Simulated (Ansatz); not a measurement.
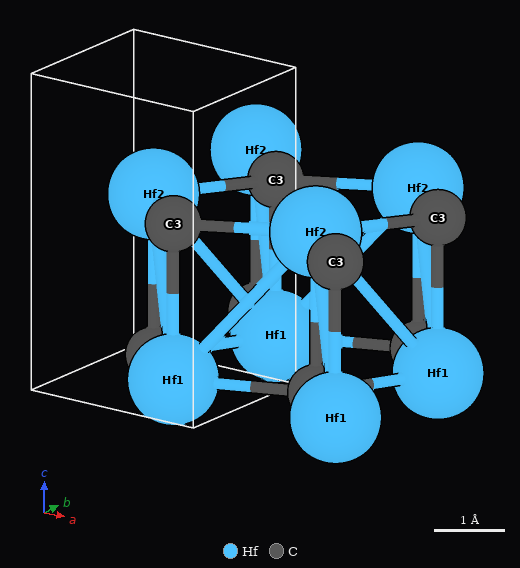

Reference structure: a crystal of HfC (built on the wurtzite type). Style: ball-and-stick. Shown: the cell of the calculation, repeated 2 × 2 × 1 with one cell outlined, slightly off an axis.

Theory: DFT PBE, scalar-relativistic, plane waves, PAW in Ansatz. (plane-wave cutoff 420 eV; k-point mesh 12 × 12 × 6; occupations gaussian; smearing width 0.05 eV; no spin polarisation)

Change: The cell is strained by +1.0 % along [3 2 0], −1.0 % along [1 −3 0], none along the third axis (volume 0.0 %), the atoms keeping their fractional coordinates. No relaxation follows.

The input:
```yaml
crystal:
  lattice:
    - [3.8514406728, 0.0385144067, 0.0]
    - [-1.8923658818, 3.3161882604, 0.0]
    - [0.0, 0.0, 4.6430899925]
  atoms:
    - { symbol: Hf, position: [0.6666666667, 0.3333333333, 0.0665890361] }
    - { symbol: Hf, position: [0.3333333333, 0.6666666667, 0.5665890361] }
    - { symbol: C, position: [0.6666666667, 0.3333333333, 0.5586109639] }
    - { symbol: C, position: [0.3333333333, 0.6666666667, 0.0586109639] }
basis:
  ecutwfc: 420
  ecutrho_ratio: 4
kpoints:
  mp_grid: { grid: [12, 12, 6] }
hamiltonian:
  xc: pbe
scf:
  occupations: { method: gaussian, width: 0.05 }
output:
  forces: true
  stress: true
  eigenvalues: true
```

Run as
```bash
ansatz run input.yaml --threads 2 --pin off --max-ram 2662MiB --backend cpu --events-out ev --progress --plain --runs-dir out
```

Question: What is the effect?

Answer: The energy rises by 1.4 meV per atom. The pressure goes from 0.0 to 0.1 GPa. The principal stresses (compression positive) are 1.6 GPa along [1 −3 0], −1.5 GPa along [3 2 0], none along the third axis. The largest forces, 0.25 eV/Å, act on Hf1 and Hf2; on Hf1 it points along +a. It is metallic before and after. Near-neighbour distances before and after: C–Hf 2.224 → 2.205 to 2.243 Å, Hf–Hf 3.215 → 3.201 to 3.228 Å. The space group (tolerance 0.01 Å) goes from P6_3mc (No. 186) to P2_1 (No. 4).
